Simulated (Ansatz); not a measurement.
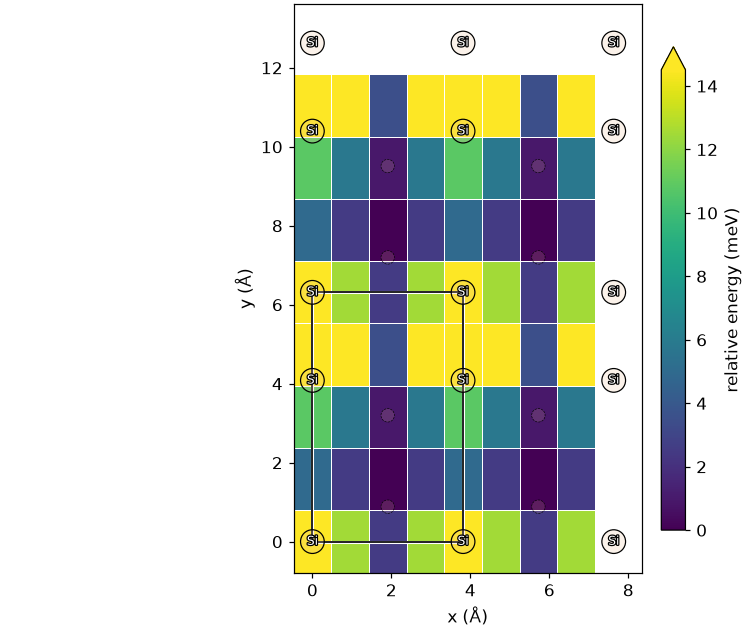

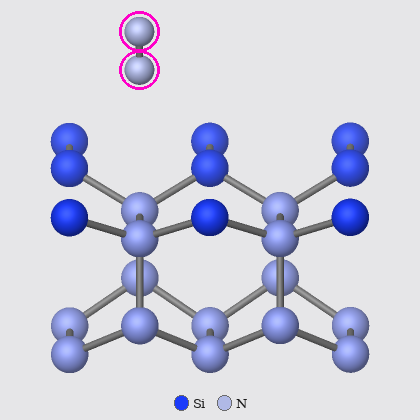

Energy landscape of N₂ on a Si(100) slab cut from the P6_3/mmc phase, its upper half relaxed before the scan (16 atoms of substrate and one adsorbate in a 2 × 1 cell). N2 is moved over the surface cell at a fixed height above a rigid substrate; the origin of the map has the adsorbate above Si13; the height is held at 3.70 Å. Places are given modulo a cell vector. The map is drawn in real space over the plane of the surface. The grid has 4 × 4 points; 12 points were computed and 4 follow by symmetry. Places are given in fractions of the 1 × 1 surface cell. Energies: meV, counted from the lowest grid point. At a fixed height the lowest place need not be the adsorption site. All numbers below come from DFT PBE+D3(BJ), scalar-relativistic, plane waves, PAW (Ansatz 0.2.0). Settings: cutoff 420 eV, k-mesh 4×4×1, gaussian smearing 0.05 eV, no spin polarisation.

In the figure: one coloured cell a grid point, labelled circles for the atoms of the top layer and small ones for the second layer, the outline of one cell of the 2 × 2 shown, one colour for all values above the top of the scale. The second picture is the structure at the lowest point; rings mark the moved atoms.

Q: Summarise what can be read from the map.

A: The lowest grid point is at (2/4, 1/4) of the cell vectors. The highest grid point, (0/4, 3/4) of the cell vectors, lies 31.1 meV above the lowest.

The input of one point:

```yaml
crystal:
  lattice:
    - [7.6310340417, 0.0, 0.0]
    - [0.0, 6.3129357835, 0.0]
    - [0.0, 0.0, 23.0318711348]
  atoms:
    - { symbol: Si, position: [0.0, 0.9369021389, 0.1736723854] }
    - { symbol: Si, position: [0.5, 0.9369021389, 0.1736723854] }
    - { symbol: Si, position: [0.0, 0.5630978611, 0.1736723854] }
    - { symbol: Si, position: [0.5, 0.5630978611, 0.1736723854] }
    - { symbol: Si, position: [0.25, 0.4369021389, 0.2214950258] }
    - { symbol: Si, position: [0.75, 0.4369021389, 0.2214950258] }
    - { symbol: Si, position: [0.25, 0.0630978611, 0.2214950258] }
    - { symbol: Si, position: [0.75, 0.0630978611, 0.2214950258] }
    - { symbol: Si, position: [0.25, 0.9332664455, 0.3177235001] }
    - { symbol: Si, position: [0.75, 0.9332664455, 0.3177235001] }
    - { symbol: Si, position: [0.25, 0.5667335545, 0.3177235001] }
    - { symbol: Si, position: [0.75, 0.5667335545, 0.3177235001] }
    - { symbol: Si, position: [0.0, 0.4266292811, 0.3574121741] }
    - { symbol: Si, position: [0.5, 0.4266292811, 0.3574121741] }
    - { symbol: Si, position: [0.0, 0.0733707189, 0.3574121741] }
    - { symbol: Si, position: [0.5, 0.0733707189, 0.3574121741] }
    - { symbol: "N", position: [0.25, 0.6766292811, 0.5180591305] }
    - { symbol: "N", position: [0.25, 0.6766292811, 0.5658190365] }
basis:
  ecutwfc: 420
kpoints:
  mp_grid: { grid: [4, 4, 1] }
hamiltonian:
  xc: pbe
  pseudopotentials: { kind: paw, azcp: { folder: soft_1 } }
  dispersion: d3bj
scf:
  occupations: { method: gaussian, width: 0.05 }
output:
  forces: true
  eigenvalues: true
efield:
  axis: 3
  dipole_correction: true
  ramp_width: 0.04
```

Time for the 12 points that were run: 20 min on 1 thread of Arm Neoverse N1, with other jobs on the host.
